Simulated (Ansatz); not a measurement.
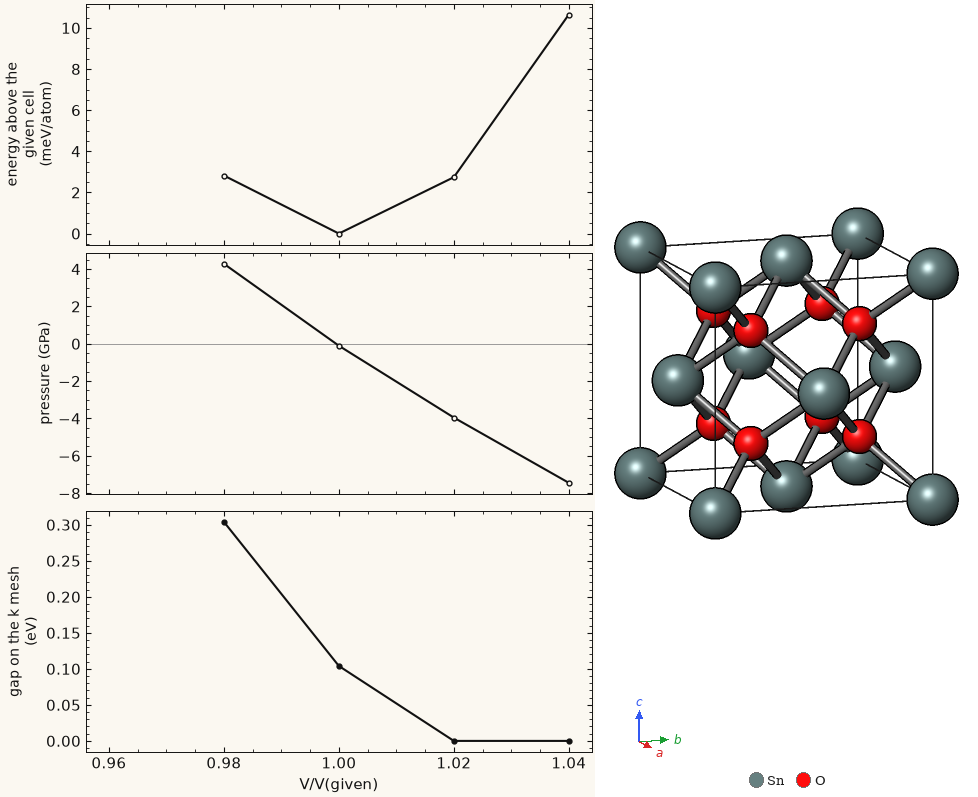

The figure shows the energy above the given cell, pressure and gap on the k mesh against V/V(given) for SnO₂, space group Fm-3m (No. 225) (cell built by us, not taken from a database). The conventional cell is drawn beside the plot.

Cell as given: a = 3.596 Å, b = 3.596 Å, c = 3.596 Å, α = 60.00°, β = 60.00°, γ = 60.00°; 3 atoms.

Method: plane-wave density functional theory, PAW datasets, Gaussian smearing 0.05 eV: equation of state, the given cell scaled in volume with shape and atoms relaxed at each volume; third-order Birch-Murnaghan fit (Ansatz 0.2.0). Level: PBEsol, no spin polarisation.

```
    setting     value
    PAW set    soft_2
wave cutoff    420 eV
     k mesh  10×10×10
```

V(given) is 10.96 Å³/atom.

The point at V/V(given) 0.96 is left out of the plot. What does the calculation give there?

| V/V(given) | energy above the given cell (meV/atom) | pressure (GPa) | gap on the k mesh (eV) |
| --- | --- | --- | --- |
| 0.96 | 11.94 | 9.2 | 0.514 |
